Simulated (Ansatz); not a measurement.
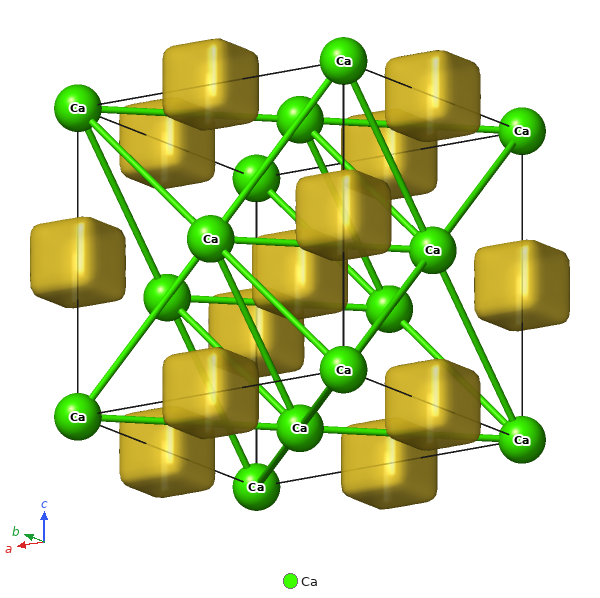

The picture shows: Ca. Isosurface of the electron localisation function at 0.65 (yellow), seen at an oblique angle. Only the valence region is drawn (cores and ρ < 0.01 e/Å³ removed). Sticks mark near contacts.

Space group Fm-3m.

Theory: DFT r2SCAN, scalar-relativistic, plane waves, PAW in Ansatz 0.2.0.

### Where are the electrons localised?

The ELF exceeds this value in four pockets between the atoms, centred on no nucleus (multi-centre or interstitial), counted in one cell of 4 atoms. Any copies at cell faces, edges or corners count once. There are no localised bonds or lone pairs at this value.

Values along the shortest contacts:
Ca–Ca (3.99 Å): the ELF is about 0.40 at the midpoint; no localised pair shows between them.
